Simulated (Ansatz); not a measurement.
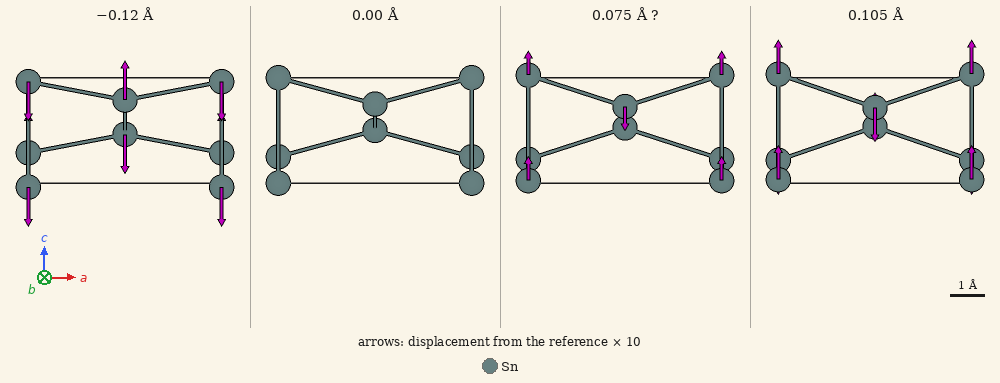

A crystal of Sn (I4_1/amd): a normal mode at the zone centre is frozen in with the cell fixed, the amplitude being the largest displacement of an atom. The picture is a ball-and-stick view of the conventional cell (2 times the calculation's cell), seen along the b axis. Purple arrows: displacements from the reference. Lengths and directions refer to the drawn axes.

All numbers below come from DFT PBEsol, scalar-relativistic, plane waves, PAW in Ansatz. Set-up: plane-wave cutoff 420 eV; k-point mesh 22 × 22 × 22; occupations gaussian; smearing width 0.15 eV; no spin polarisation. Energies (free energies at the smearing named) are counted from the relaxed crystal.

```json
{"largest displacement (Å)": "−0.120", "energy change (meV/cell)": "11.9"}
{"largest displacement (Å)": "−0.060", "energy change (meV/cell)": "3.1"}
{"largest displacement (Å)": "0.000", "energy change (meV/cell)": "0.0"}
{"largest displacement (Å)": "0.015", "energy change (meV/cell)": "0.2"}
{"largest displacement (Å)": "0.030", "energy change (meV/cell)": "0.8"}
{"largest displacement (Å)": "0.045", "energy change (meV/cell)": "1.8"}
{"largest displacement (Å)": "0.075", "energy change (meV/cell)": "?"}
{"largest displacement (Å)": "0.090", "energy change (meV/cell)": "6.9"}
{"largest displacement (Å)": "0.105", "energy change (meV/cell)": "9.2"}
```

**Estimate the missing energy from the other rows, and compare with the calculation.**

A straight line between the two neighbours gives 5.2 meV/cell. A cubic through the four nearest rows (0.030, 0.045, 0.090, 0.105) gives, with Lagrange weights, (−0.2000)(0.8) + (0.5000)(1.8) + (1.0000)(6.9) + (−0.3000)(9.2) = 4.9 meV/cell. The calculation gives 4.9 meV/cell, so the cubic is right to the digits shown and the straight line 0.3 meV/cell too high, as the curve bends upwards here.

The whole profile:

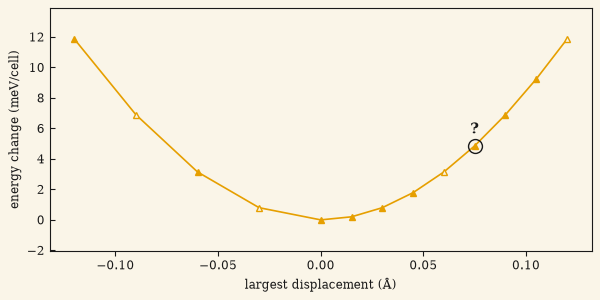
